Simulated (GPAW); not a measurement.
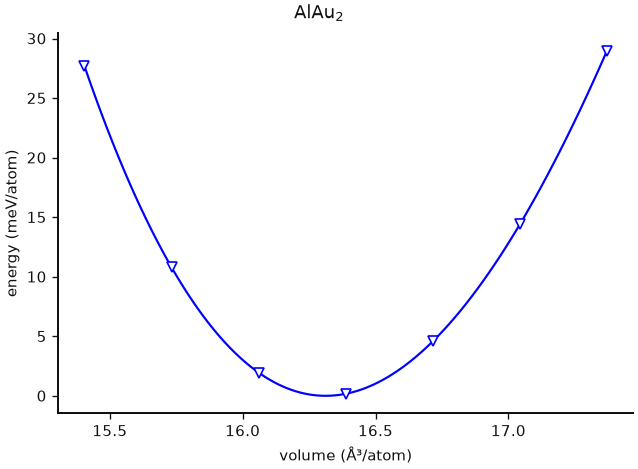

The plot gives the computed energy against volume for AlAu₂, space group I4/mmm (No. 139).

Structure:
```yaml
crystal:
  lattice:
    - [-1.67151, 1.67151, 4.39908]
    - [1.67151, -1.67151, 4.39908]
    - [1.67151, 1.67151, -4.39908]
  atoms:
    - { symbol: Au, position: [0.34373, 0.34373, 0.00000] }
    - { symbol: Au, position: [0.65627, 0.65627, 0.00000] }
    - { symbol: Al, position: [0.00000, 0.00000, 0.00000] }
```

Computed with GPAW 26.7.0: PAW DFT in plane waves, on a grid or in atomic orbitals, no spin polarisation; energies at scaled volumes of the given cell, shape and fractions fixed, counted from the fit's minimum, third-order Birch-Murnaghan fit. Level: PBEsol.

| setting | value |
| --- | --- |
| k mesh | 11×11×11 |
| occupations | Fermi–Dirac |
| smearing width | 0.05 eV |
| potentials | PAW data sets made by gpaw setup for the functional |
| wave cutoff | 600 eV |
| program settings | basis pw |

From this curve and the settings, what does the calculation give for the pressure at the same points?

The pressure falls from 10.36 GPa at volume 15.40 Å³/atom to −8.22 GPa at 17.37 Å³/atom, and changes sign near 16.31 Å³/atom.

```csv
volume (Å³/atom),pressure (GPa)
15.40,10.36
15.73,6.17
16.06,2.49
16.39,-0.75
16.72,-3.58
17.04,-6.05
17.37,-8.22
```

Caveats: spin-orbit coupling left out, heavy elements; shape and atomic fractions are frozen while scaling, which makes layered, chain and framework solids too stiff.
